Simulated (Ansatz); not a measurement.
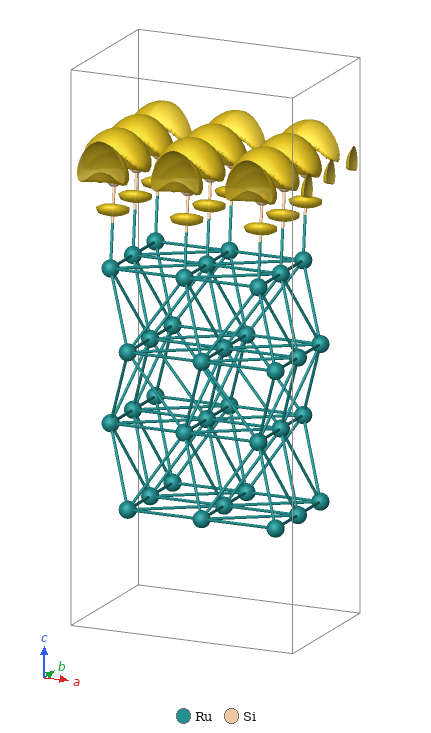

Figure. SiRu4 (slab). Isosurface of the ELF at 0.75 (yellow), seen slightly off an axis. Core shells and regions of very low density are left out. Sticks mark near contacts.

Not relaxed (largest force 0.6 eV/Å); computed without spin polarisation; PAW files of the earlier set (soft_1).

The calculation used DFT PBE, scalar-relativistic, plane waves, PAW in Ansatz 0.2.0.

In a PAW calculation such maps are meaningful between the atoms, not at the nuclei.

```yaml
crystal:
  lattice:
    - [2.71980, 0.00000, 0.00000]
    - [-1.35990, 2.35541, 0.00000]
    - [0.00000, 0.00000, 21.86634]
  atoms:
    - { symbol: Ru, position: [0.66667, 0.33333, 0.18293] }
    - { symbol: Ru, position: [0.33333, 0.66667, 0.28118] }
    - { symbol: Ru, position: [0.66667, 0.33333, 0.37908] }
    - { symbol: Ru, position: [0.33333, 0.66667, 0.47408] }
    - { symbol: Si, position: [0.33333, 0.83333, 0.58244] }
```

Describe the localisation domains.

The ELF exceeds this value in one lobe of the valence shell of Si pointing towards Ru (polar bonds) and one lobe on Si, pointing away from the bonds (lone pairs), counted in one cell of 5 atoms. Counts are for one cell; the picture repeats the cell along the surface. Along the contacts the grid gives the following. Si–Ru (2.41 Å): the ELF peaks at about 0.80 in the valence shell of Si, 0.8 Å from its nucleus, and is about 0.50 at the midpoint. Ru–Ru (2.60 Å): the ELF is about 0.35 at the midpoint.

Does the calculation make it a metal, or give it a gap?

It is metallic or semimetallic at this level of theory: no gap opens.
